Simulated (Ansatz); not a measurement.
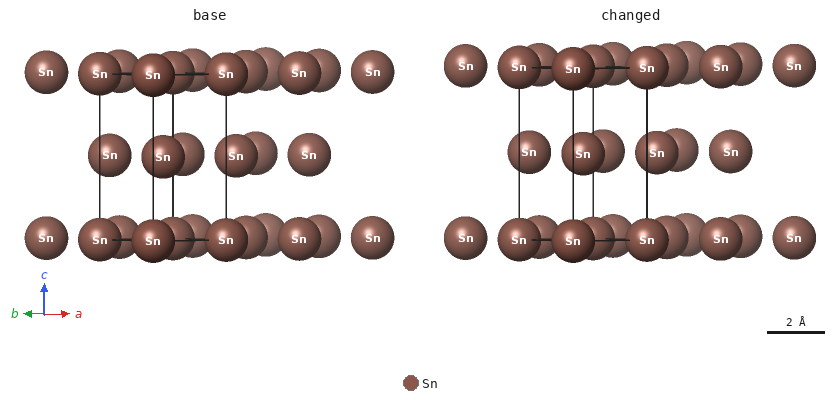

Left: a symmetric starting cell of Sn. Right: the same structure after one change, at the same scale. Style: spheres-only. Shown: the conventional cell (2 times the calculation's cell), repeated 3 × 2 × 1 with one cell outlined, from a free direction. Lengths and directions refer to the drawn axes.

All numbers below come from DFT PBE, scalar-relativistic, plane waves, PAW (Ansatz 0.2.0). (plane-wave cutoff 420 eV; k-point mesh 18 × 18 × 18; occupations gaussian; smearing width 0.1 eV; no spin polarisation)

Q: What distinguishes the right structure from the left one?

A: The cell is strained by +3.8 % along c and +0.8 % across it (volume +5.6 %), the atoms keeping their fractional coordinates. No relaxation follows. The starting cell wasn't computed here and needn't be at equilibrium, so pressure and forces aren't due to the change alone.

Q: And its effect?

A: The pressure is −3.2 GPa (not all of it need come from the change, since the unchanged cell can be under pressure at this level too). The principal stresses (compression positive) are −5.0 GPa along c and −2.3 GPa across it. All forces vanish by symmetry. Among the bonded contacts that change: Sn–Sn 3.182 → 3.208 Å. The space group stays I4/mmm (No. 139).
